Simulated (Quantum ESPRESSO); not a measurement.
# Energy of WSi2 along an even scaling of the cell

System: WSi2 (I4/mmm, 3 atoms in the cell).
Method: Kohn-Sham DFT of a periodic cell, PBE, SSSP 1.3 efficiency PBE, no spin polarisation (Quantum ESPRESSO 7.5).

The 7 runs differ only in the geometry, by an even scaling of the cell at fixed fractional positions. The structure derives from an entry of the Crystallography Open Database.

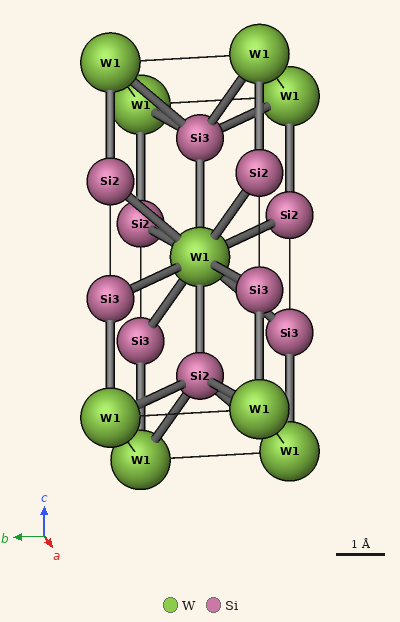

Figure 1. The structure of run 4 (ball-and-stick view of the cell 2 times as large as that of the calculation, set on its symmetry axes, seen at an oblique angle; atoms are numbered from 1 in the order of the input).

**The input of run 4**
```
&CONTROL
  calculation = 'scf'
  prefix = 'pwscf'
  outdir = './tmp'
  pseudo_dir = './pseudo'
  tprnfor = .true.
  tstress = .true.
  disk_io = 'low'
/
&SYSTEM
  ibrav = 0
  nat = 3
  ntyp = 2
  ecutwfc = 55
  ecutrho = 440
  nbnd = 18
  occupations = 'smearing'
  smearing = 'fd'
  degauss = 0.00367493
/
&ELECTRONS
  conv_thr = 6d-10
  electron_maxstep = 120
  mixing_beta = 0.5
/
ATOMIC_SPECIES
W    183.8400 W_pbe_v1.2.uspp.F.UPF
Si    28.0850 Si.pbe-n-rrkjus_psl.1.0.0.UPF
CELL_PARAMETERS angstrom
  -1.6069000000    1.6069000000    3.9149500000
   1.6069000000   -1.6069000000    3.9149500000
   1.6069000000    1.6069000000   -3.9149500000
ATOMIC_POSITIONS crystal
W      0.0000000000    0.0000000000    0.0000000000
Si     0.6653000000    0.6653000000    0.0000000000
Si     0.3347000000    0.3347000000    0.0000000000
K_POINTS automatic
12 12 12 0 0 0
```

**File pp_density.in of run 4**
```
&INPUTPP
  prefix = 'pwscf'
  outdir = './tmp'
  filplot = 'density.dat'
  plot_num = 0
/
&PLOT
  nfile = 1
  filepp(1) = 'density.dat'
  iflag = 3
  output_format = 6
  fileout = 'density.cube'
/
```

**File pp_potential.in of run 4**
```
&INPUTPP
  prefix = 'pwscf'
  outdir = './tmp'
  filplot = 'potential.dat'
  plot_num = 11
/
&PLOT
  nfile = 1
  filepp(1) = 'potential.dat'
  iflag = 3
  output_format = 6
  fileout = 'potential.cube'
/
```

Command:
```bash
OMP_NUM_THREADS=1 mpirun -n 2 pw.x -nk 2 -in pw.in > pw.out
OMP_NUM_THREADS=1 mpirun -n 1 pp.x -in pp_density.in > pp_density.out
OMP_NUM_THREADS=1 mpirun -n 1 pp.x -in pp_potential.in > pp_potential.out
```

Lattice vectors (Å) and fractional positions of run 4:
```
  -1.606900    1.606900    3.914950
   1.606900   -1.606900    3.914950
   1.606900    1.606900   -3.914950
W   0.000000  0.000000  0.000000
Si  0.665300  0.665300 -0.000000
Si  0.334700  0.334700  0.000000
```

Run 2 has the same physical settings and fractional positions; its lattice vectors (Å) are:
```
  -1.585182    1.585182    3.862039
   1.585182   -1.585182    3.862039
   1.585182    1.585182   -3.862039
```

**Results, with one run withheld**

| run | volume per atom (Å³) | free energy per atom, from the lowest run given (meV) | pressure (GPa) |
| --- | --- | --- | --- |
| 1 | 12.670 | 59.55 | 20.19 |
| 2 | 12.939 | ? | ? |
| 3 | 13.209 | 11.98 | 8.44 |
| 4 | 13.479 | 2.00 | 3.45 |
| 5 | 13.748 | 0.00 | −1.04 |
| 6 | 14.018 | 5.16 | −5.08 |
| 7 | 14.287 | 16.76 | −8.70 |

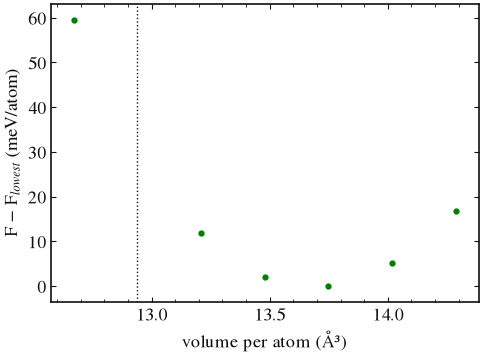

Figure 2. Free energy per atom of the runs given; the dotted line marks run 2.

What should run 2 give?

A cubic polynomial in V^(−2/3) (the Birch–Murnaghan form), fitted to the 6 runs given, misses them by at most 0.01 meV per atom. With x = V^(−2/3) − 0.17594 Å⁻², it reads F = 0.72408 + 1611 x + 6.9962e+05 x² + 7.6914e+05 x³ (meV per atom). At run 2 it gives 30.88 meV per atom, and the run itself gives 30.83. The slope of the fit gives a pressure −dF/dV of 14.04 GPa there, and the run prints 14.00 GPa. The fit has its minimum at 13.685 Å³ per atom, where V d²F/dV² gives 222 GPa. Cell shape and fractional positions are held, so this is the stiffness under even scaling; the relaxed bulk modulus wasn't computed.

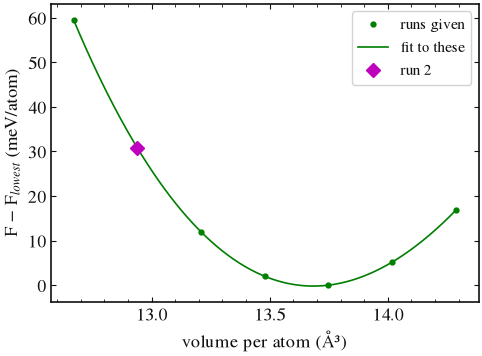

Figure 3. The fit and the withheld run.

**Some lines of the output (run 2)**
```
[...]
     unit-cell volume          =     261.9580 (a.u.)^3
     number of k points=   163  Fermi-Dirac smearing, width (Ry)=  0.0037
     total energy              =    -182.04721988 Ry
     total energy              =    -182.04849695 Ry
     total energy              =    -182.04946331 Ry
     total energy              =    -182.04998285 Ry
     total energy              =    -182.04999495 Ry
     total energy              =    -182.04999609 Ry
     total energy              =    -182.04999620 Ry
     the Fermi energy is    17.5726 ev
!    total energy              =    -182.04999621 Ry
     The total energy is F=E-TS. E is the sum of the following terms:
     Computing stress (Cartesian axis) and pressure
          total   stress  (Ry/bohr**3)                   (kbar)     P=      140.02
```

Notes on the run: negative rho. Spin–orbit coupling is left out, which matters for W.
